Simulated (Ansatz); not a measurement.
System: H, space group Fd-3m (No. 227) (one of a set of cubic test structures, which need not be the stable phase).

Computed with Ansatz 0.2.0 development build: equation of state of a cubic crystal from periodic Kohn-Sham density functional theory without spin, third-order Birch-Murnaghan fit to the free energies; pressure corrected for the finite basis. Level: r2SCAN.

- structure type: diamond
- atoms in cell: 2
- space group number: 227
- lattice centring: face-centred primitive
- k mesh: 19×19×19
- occupation method: Fermi–Dirac
- occupation width: 0.1 eV
- wave cutoff: 1000 eV
- datasets: hand-made PAW
- density tolerance: 1e−09 eV
- bands: 5
- density cutoff ratio: 4
- search for lower states: default
- xc grid level: 2

What does the calculation give for the energy above the lowest point and pressure against volume? The volume takes the values 3.1504, 3.2531, 3.3558, 3.4586, 3.5613 Å³/atom.

A third-order Birch–Murnaghan fit gives V0 = 3.35 Å³/atom, B0 = 97.1 GPa and B′ = 3.1. The energy above the lowest point is 4.12 meV/atom at volume 3.1504 Å³/atom and 3.54 meV/atom at 3.5613 Å³/atom; the lowest computed point is at volume 3.3558 Å³/atom (0.00 meV/atom). The pressure falls from 6.7 GPa at volume 3.1504 Å³/atom to −5.3 GPa at 3.5613 Å³/atom, and changes sign near 3.35 Å³/atom.

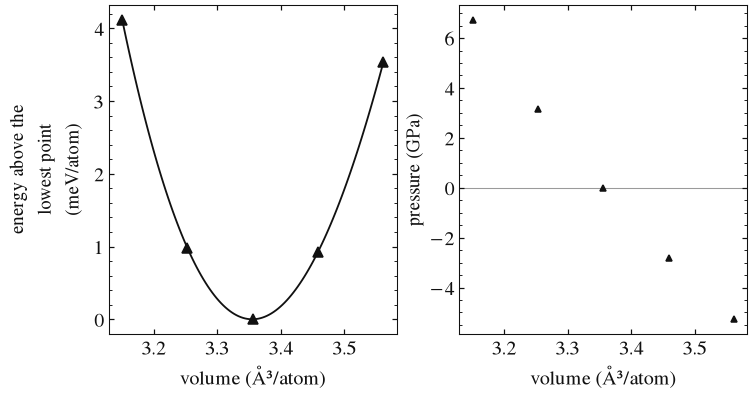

Caveats: cubic model structure, not the ambient form; modest k-mesh, values are not fully converged in k.
